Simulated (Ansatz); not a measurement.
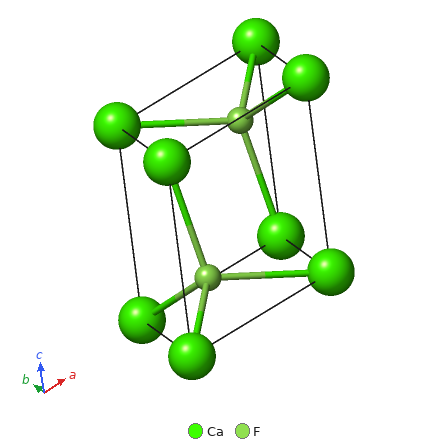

System: a slab cut from CaF₂ (slab content Ca₁₀F₂₀), space group Fm-3m (No. 225). The picture shows the bulk cell.

The given structure:
```yaml
crystal:
  lattice:
    - [0.00000, 2.71038, 2.71038]
    - [2.71038, 0.00000, 2.71038]
    - [2.71038, 2.71038, 0.00000]
  atoms:
    - { symbol: Ca, position: [0.00000, 0.00000, 0.00000] }
    - { symbol: F, position: [0.25000, 0.25000, 0.25000] }
    - { symbol: F, position: [0.75000, 0.75000, 0.75000] }
```

Input of one of the runs behind the figure:
```
crystal:
  lattice:
    - [3.8330589184, 0.0, 0.0]
    - [0.0, 9.3890385042, 0.0]
    - [0.0, 0.0, 24.9585791927]
  atoms:
    - { symbol: Ca, position: [0.5, 0.6666666667, 0.3004978746] }
    - { symbol: F, position: [0.5, 0.4166666667, 0.3004978746] }
    - { symbol: F, position: [0.5, 0.9166666667, 0.3004978746] }
    - { symbol: Ca, position: [0.0, 0.3333333333, 0.3448316802] }
    - { symbol: F, position: [0.0, 0.0833333333, 0.3448316802] }
    - { symbol: F, position: [0.0, 0.5833333333, 0.3448316802] }
    - { symbol: Ca, position: [0.5, 0.0, 0.3891654859] }
    - { symbol: F, position: [0.5, 0.75, 0.3891654859] }
    - { symbol: F, position: [0.5, 0.25, 0.3891654859] }
    - { symbol: Ca, position: [0.0, 0.6666666667, 0.4334992915] }
    - { symbol: F, position: [0.0, 0.4166666667, 0.4334992915] }
    - { symbol: F, position: [0.0, 0.9166666667, 0.4334992915] }
    - { symbol: Ca, position: [0.5, 0.3333333333, 0.4778330972] }
    - { symbol: F, position: [0.5, 0.0833333333, 0.4778330972] }
    - { symbol: F, position: [0.5, 0.5833333333, 0.4778330972] }
    - { symbol: Ca, position: [0.0, 0.0, 0.5221669028] }
    - { symbol: F, position: [0.0, 0.75, 0.5221669028] }
    - { symbol: F, position: [0.0, 0.25, 0.5221669028] }
    - { symbol: Ca, position: [0.5, 0.6666666667, 0.5665007085] }
    - { symbol: F, position: [0.5, 0.4166666667, 0.5665007085] }
    - { symbol: F, position: [0.5, 0.9166666667, 0.5665007085] }
    - { symbol: Ca, position: [0.0, 0.3333333333, 0.6108345141] }
    - { symbol: F, position: [0.0, 0.0833333333, 0.6108345141] }
    - { symbol: F, position: [0.0, 0.5833333333, 0.6108345141] }
    - { symbol: Ca, position: [0.5, 0.0, 0.6551683198] }
    - { symbol: F, position: [0.5, 0.75, 0.6551683198] }
    - { symbol: F, position: [0.5, 0.25, 0.6551683198] }
    - { symbol: Ca, position: [0.0, 0.6666666667, 0.6995021254] }
    - { symbol: F, position: [0.0, 0.4166666667, 0.6995021254] }
    - { symbol: F, position: [0.0, 0.9166666667, 0.6995021254] }
basis:
  ecutwfc: 420
kpoints:
  mp_grid: { grid: [7, 3, 1] }
hamiltonian:
  xc: pbesol
scf:
  occupations: { method: gaussian, width: 0.05 }
output:
  forces: true
  eigenvalues: true
  write_density: true
  write_potential: true
  elf: true
  volumetric_format: npy
relax:
  adjacent_minimum: "off"
  f_tol: 0.02
  max_steps: 60
efield:
  axis: 3
  dipole_correction: true
  ramp_width: 0.04
```

Launched with:
```bash
ansatz run input.yaml --threads 4 --pin off --max-ram 10240MiB --backend cpu --events-out ev --progress --plain --runs-dir out
```

Method: spacing and rumpling of the atomic planes of a slab cut from the relaxed bulk cell along the Miller plane (conventional indices), bottom to top, after all atoms relax, plane waves with PAW datasets, Γ-centred k mesh (Ansatz 0.2.0). Level: PBEsol, no spin polarisation.

- space group in which the indices count: 225
- Miller index h: 2
- Miller index k: 1
- Miller index l: 1
- top plane: CaF2
- bottom plane: CaF2
- planes: 10
- surface cell: (1, 1)
- slab thickness as cut: 9.96 Å
- vacuum: 15 Å
- surface area: 35.99 Å²
- surface a: 3.833 Å
- surface b: 9.389 Å
- surface angle: 90 °
- slab atoms: 30
- wave cutoff: 420 eV
- k mesh: 7×3×1
- occupations: Gaussian
- smearing width: 0.05 eV
- boundary: dipole corrected

What does the calculation give for the spacing change of each pair of planes? The cases: 1–2; 2–3; 3–4; 4–5; 5–6; 6–7; 7–8; 8–9; 9–10.

The least value, −0.096 Å, is that of 1–2 and 9–10, and the largest, 0.062 Å, that of 4–5 and 6–7.

```tsv
pair of planes	spacing change (Å)	spacing to next (Å)
1–2	-0.096	1.011
2–3	-0.023	1.083
3–4	0.014	1.120
4–5	0.062	1.169
5–6	-0.076	1.030
6–7	0.062	1.169
7–8	0.014	1.120
8–9	-0.023	1.083
9–10	-0.096	1.011
```

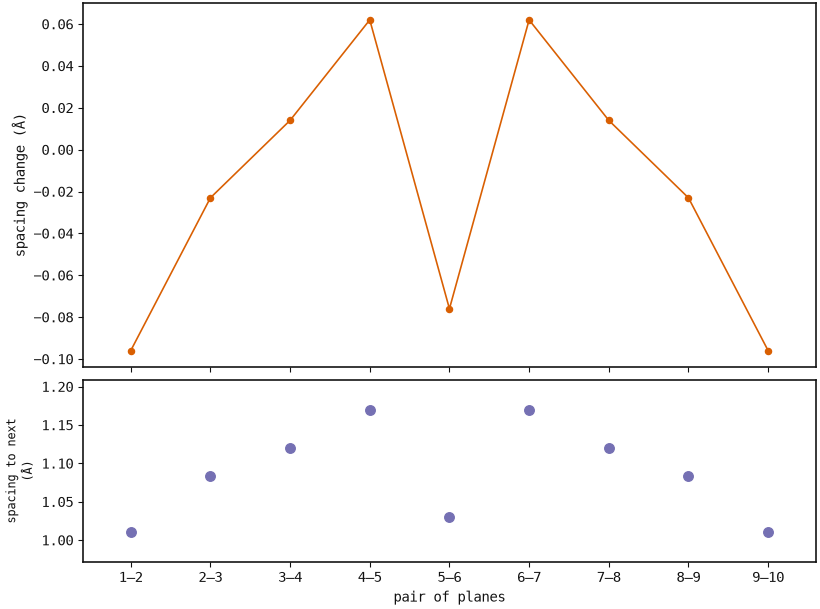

Caveats: odd k mesh can miss points on the zone edge; xc potential rough in thin density.
